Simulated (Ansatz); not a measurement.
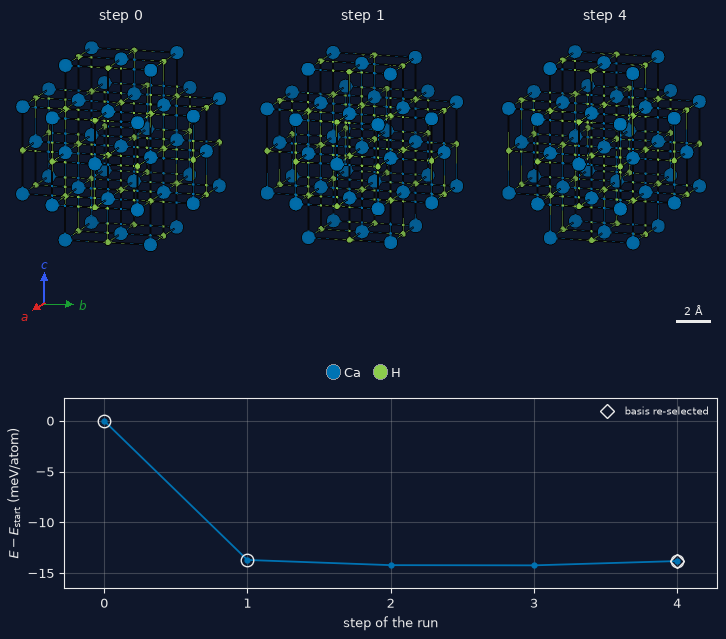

Frames of a relaxation of solid CaH (a generated structure, set up in R-3m), marked on the history of the run. A ball-and-stick model of the conventional cell (4 times the calculation's cell), seen slightly off an axis. Lengths and directions refer to the drawn axes.

All numbers below come from DFT PBE, scalar-relativistic, plane waves, PAW in Ansatz.

The input:
```yaml
crystal:
  lattice:
    - [1.86825, 1.07863464, 3.07810932]
    - [-1.86825, 1.07863464, 3.07810932]
    - [0.0, -2.15726928, 3.07810932]
  atoms:
    - { symbol: Ca, position: [0.5, 0.5, 0.5] }
    - { symbol: H, position: [0.0, 0.0, 0.0] }
basis:
  ecutwfc: 420
kpoints:
  mp_grid: { grid: [18, 18, 18] }
hamiltonian:
  xc: pbe
scf:
  occupations: { method: gaussian, width: 0.1 }
output:
  forces: true
  stress: true
  eigenvalues: true
  write_density: true
  write_potential: true
  elf: true
  volumetric_format: npy
relax:
  adjacent_minimum: "off"
  f_tol: 0.01
  max_steps: 80
  cell: { stress_tol: 0.05 }
```

Command:
```bash
ansatz run input.yaml --threads 1 --pin off --max-ram 2048MiB --backend cpu --events-out ev --progress --plain --runs-dir out
```

What happens along the run?

No atom moves by more than 0.005 Å relative to the cell. Cell: a = b = c 5.300 → 5.146 Å (−2.9 %), α 89.7° → 90.0°, β 90.3° → 90.0°, γ 90.3° → 90.0°. Volume −8.5 %. Some distances before and after: Ca1–H2 2.650 → 2.573 Å. The space group (tolerance 0.01 Å) goes from R-3m (No. 166) to Fm-3m (No. 225). The energy falls by 13.8 meV per atom in 3 accepted moves (4 points after the start). All forces vanish by symmetry, so only the cell relaxes. The pressure goes from −2.58 to −0.02 GPa. The SCF was repeated once at an unchanged geometry on a basis and grid sized afresh for the cell, which shifted the energy by 0.4 meV per atom at most. From step 0 to 1: volume −10.2 %, energy −13.7 meV per atom. From step 1 to 4: volume +1.9 %, energy −0.1 meV per atom.

```tsv
step	E − E(0), meV/atom	pressure, GPa	volume, Å³/atom	note
0	0.00	-2.58	18.609	
1	-13.70	0.66	16.713	
2	-14.21	-0.07	17.066	
3	-14.23	0.00	17.031	
4	-13.81	-0.02	17.031	same geometry, new basis
```
